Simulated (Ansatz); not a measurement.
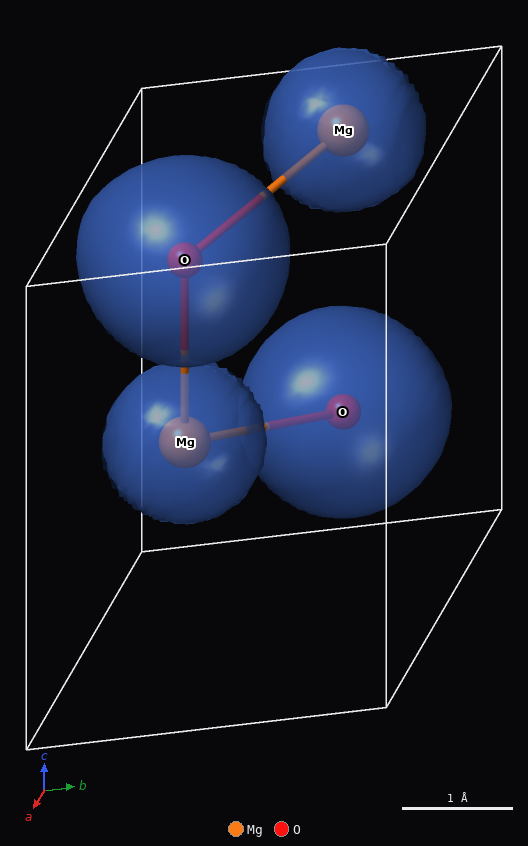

MgO. Isosurface of the valence electron density at 0.4 e/Å³ (blue), seen at an oblique angle. Sticks mark near contacts.

Space group P6₃mc; started from the wurtzite prototype, which need not be the ambient phase; changed on purpose from its base cell (hydrostatic strain +2.5%); computed pressure about −8 GPa in this cell.

Method: DFT, HSE06, plane waves, PAW in Ansatz.

In a PAW calculation such maps are meaningful between the atoms, not at the nuclei.

Input file:

```
crystal:
  lattice:
    - [3.3704226164, 1.0e-10, 0.0]
    - [-1.6852113083, 2.9188716073, 0.0]
    - [0.0, 0.0, 5.1602255714]
  atoms:
    - { symbol: Mg, position: [0.3333333333, 0.6666666667, -0.0089108208] }
    - { symbol: Mg, position: [0.6666666667, 0.3333333333, 0.4910891792] }
    - { symbol: O, position: [0.3333333333, 0.6666666667, 0.3839108208] }
    - { symbol: O, position: [0.6666666667, 0.3333333333, 0.8839108208] }
kpoints:
  mp_grid: { grid: [6, 6, 4] }
  band_path:
    path:
      - [0.0, 0.0, 0.0]
      - [0.5, 0.0, 0.0]
      - [0.3333333333, 0.3333333333, 0.0]
      - [0.0, 0.0, 0.5]
      - [0.5, 0.0, 0.5]
      - [0.3333333333, 0.3333333333, 0.5]
    npoints: 1
hamiltonian:
  xc: hse06
scf:
  occupations: { method: fixed }
  n_extra_bands: 5
output:
  forces: true
  stress: true
  eigenvalues: true
  write_density: true
  write_potential: true
  elf: true
  volumetric_format: npy
```

Command:

```sh
ansatz run input.yaml --threads 2 --pin off --max-ram 2211MiB --backend cpu --events-out ev --progress --plain --runs-dir out
```

Below, planes, directions and counts refer to the conventional cell (a = 3.37 Å, b = 3.37 Å, c = 5.16 Å, α = 90.00°, β = 90.00°, γ = 120.00°).

Q: Which contacts does the surface bridge?

A: At this value the density breaks into separate islands; it holds about 85 % of the electrons treated as valence (semicore included). It bridges none of the near contacts. It is pinched off along the shortest Mg–O (2.02 Å) contacts. On the grid the lowest density along these lines, outside the cores, is 0.34 e/Å³ (Mg–O, 2.02 Å).

Q: Does the calculation make it a metal, or give it a gap?

A: It is gapped, with a Kohn–Sham gap of 4.7 eV on the k-point mesh (the band edges may lie off the mesh, which would make the gap smaller).
